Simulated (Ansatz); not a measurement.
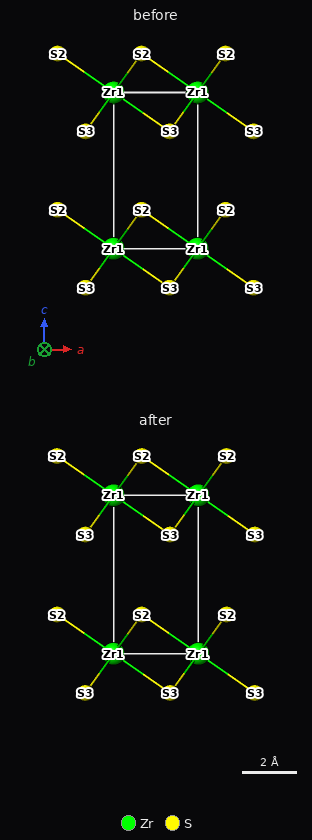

The structure of a crystal of ZrS$_{2}$ (set up in P-3m1) before (top) and after (bottom) a relaxation, at one scale.

Style: ball-and-stick. Shown: the cell of the calculation, along the b axis.

The start is a measured structure.

Computed with Ansatz, DFT, PAW plane waves, PBEsol. Set-up: plane-wave cutoff 420 eV; k-point mesh 9 × 9 × 5; occupations fermi dirac; smearing width 0.1 eV; no spin polarisation; cell and atoms relaxed; force threshold 0.03 eV/Å; at most 80 steps.

> Summarise the run.

Over 3 accepted moves (4 points after the start) the energy falls by 5.0 meV per atom. The largest force component goes from 0.3 to 0.0069 eV/Å. The pressure goes from 2.76 to 0.03 GPa. The SCF was repeated once at an unchanged geometry on a basis and grid sized afresh for the cell, which shifted the energy by 0.1 meV per atom at most. The largest moves relative to the cell, 0.009 Å, are those of S2 and S3. S3 goes along +c. Zr stays in place. The volume changes by +3.3 %, with a = b 3.593 → 3.626 Å (+0.9 %), c 5.791 → 5.872 Å (+1.4 %). Some distances before and after: Zr1–S2 2.527 → 2.549 Å. The space group stays P-3m1 (No. 164). Cost: 21 s on 2 threads of Arm Neoverse V1, with other jobs on the host, peak memory 0.38 GiB.
